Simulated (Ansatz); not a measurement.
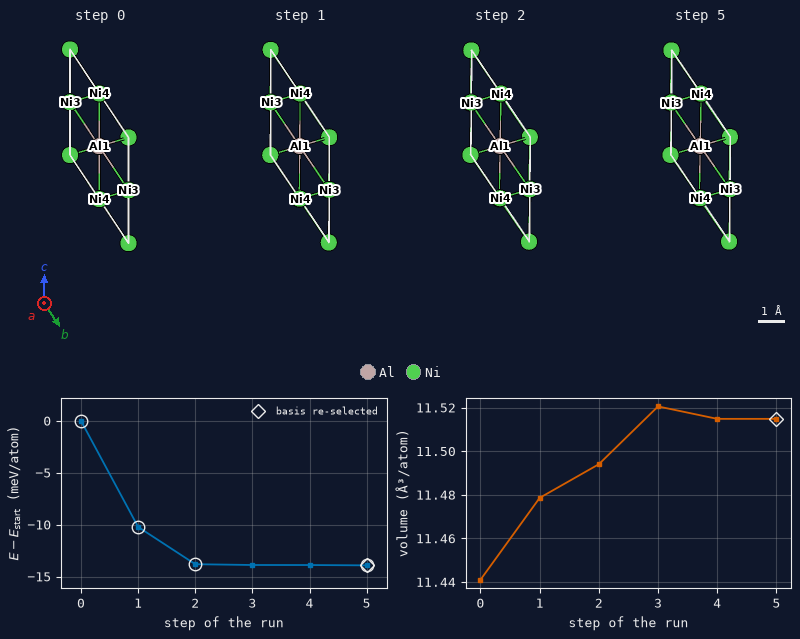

Frames of a relaxation of a crystal of AlNi₃ (a generated structure, set up in R-3m), marked on the history of the run. The picture is a ball-and-stick view of the cell of the calculation, seen along the a axis.

Computed with DFT PBE, scalar-relativistic, plane waves, PAW in Ansatz 0.2.0. (plane-wave cutoff 420 eV; k-point mesh 18 × 18 × 18; occupations gaussian; smearing width 0.1 eV; no spin polarisation; cell and atoms relaxed; force threshold 0.01 eV/Å; at most 80 steps)

Question: What happens along the run?

Answer: No atom moves by more than 0.005 Å relative to the cell. The volume changes by +0.6 %, with a = b = c 4.708 → 4.654 Å (−1.1 %), α 117.0° → 116.8°, β 117.0° → 116.8°, γ 117.0° → 116.8°. Near-neighbour distances that change, for instance: Al–Al 2.459 → 2.539 Å, Ni–Ni 2.459 → 2.539 Å, Ni–Ni 2.459 → 2.440 Å, Al–Ni 2.459 → 2.440 Å. The space group stays R-3m (No. 166). After 4 accepted moves (5 points after the start) the energy has fallen by 13.9 meV per atom. All forces vanish by symmetry, so only the cell relaxes. Pressure: 1.10 GPa at the start and 0.01 GPa at the end. The SCF was repeated once at an unchanged geometry on a basis and grid sized afresh for the cell, which shifted the energy by less than 0.05 meV per atom at most. From step 0 to 1: volume +0.3 %, energy −10.2 meV per atom. From step 1 to 2: volume +0.1 %, energy −3.6 meV per atom. From step 2 to 5: volume +0.2 %, energy −0.1 meV per atom.

```tsv
step	E − E(0), meV/atom	pressure, GPa	volume, Å³/atom	note
0	0.00	1.10	11.441	
1	-10.22	0.43	11.479	
2	-13.80	0.29	11.494	
3	-13.88	-0.08	11.521	
4	-13.88	0.00	11.515	
5	-13.91	0.01	11.515	same geometry, new basis
```

Limits of the set-up: an element that often carries a moment was run without spin polarisation.
